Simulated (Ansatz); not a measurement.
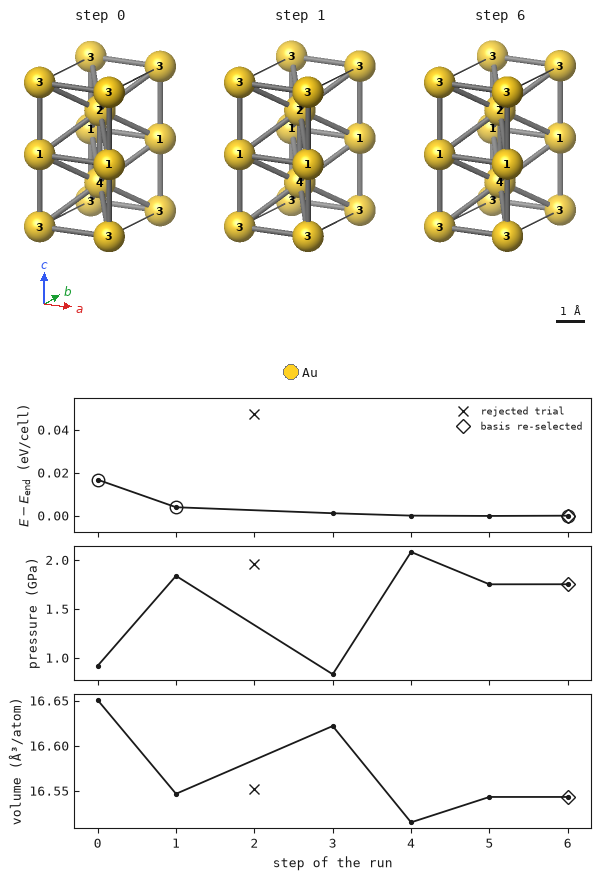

Frames of a relaxation of a crystal of Au (set up in C2/m), marked on the history of the run. The picture is a ball-and-stick view of the reduced cell, seen from a free direction. Lengths and directions refer to the drawn axes.

Case: film's bulk on the substrate's plane, third vector and atoms relaxed.

Theory: Ansatz, DFT LDA, scalar-relativistic, plane waves, PAW.

Input file:
```yaml
crystal:
  lattice:
    - [5.2873039334, 0.0, 0.0]
    - [0.0, 5.4182798822, 0.0]
    - [-1.7624346445, 0.0, 2.3248610402]
  atoms:
    - { symbol: Au, position: [0.0, 0.5, 0.0] }
    - { symbol: Au, position: [0.5, 0.75, 0.0] }
    - { symbol: Au, position: [0.0, 0.0, 0.0] }
    - { symbol: Au, position: [0.5, 0.25, 0.0] }
basis:
  ecutwfc: 420
kpoints:
  mp_grid: { grid: [7, 7, 15] }
hamiltonian:
  xc: lda
scf:
  occupations: { method: gaussian, width: 0.1 }
output:
  forces: true
  stress: true
  eigenvalues: true
relax:
  adjacent_minimum: "off"
  f_tol: 0.01
  max_steps: 50
  cell: { fix: [a, b, gamma], stress_tol: 0.1 }
```

Command:
```bash
ansatz run input.yaml --threads 8 --pin off --max-ram 20480MiB --backend cpu --events-out ev --progress --plain --runs-dir out
```

Describe the path.

Answer. No atom moves by more than 0.005 Å relative to the cell. The drawn cell changes as follows: a 2.917 → 2.842 Å (−2.6 %), b 4.223 → 4.305 Å (+1.9 %), c unchanged at 5.418 Å, γ 93.8° → 93.2°; the volume changes by −0.6 %. Near-neighbour distances that change, for instance: Au1–Au1 2.917 → 2.842 Å, Au1–Au2 2.831 → 2.854 Å. The space group stays C2/m (No. 12). The energy falls by 16.8 meV per cell of the calculation in 4 accepted moves (6 points after the start). All forces vanish by symmetry, so only the cell relaxes. Pressure: 0.92 GPa at the start and 1.75 GPa at the end. The line search rejected the trial step at point 2 of the run. The SCF was repeated once at an unchanged geometry on a basis and grid sized afresh for the cell, which shifted the energy by 0.1 meV per cell of the calculation at most. From step 0 to 1: volume −0.6 %, energy −12.8 meV per cell of the calculation. From step 1 to 6: energy −3.9 meV per cell of the calculation.

```tsv
step	E − E(0), meV/atom	pressure, GPa	volume, Å³/atom	note
0	0.00	0.92	16.651	
1	-3.21	1.84	16.547	
2	7.65	1.96	16.552	rejected
3	-3.91	0.83	16.622	
4	-4.18	2.08	16.515	
5	-4.22	1.75	16.543	
6	-4.19	1.75	16.543	same geometry, new basis
```
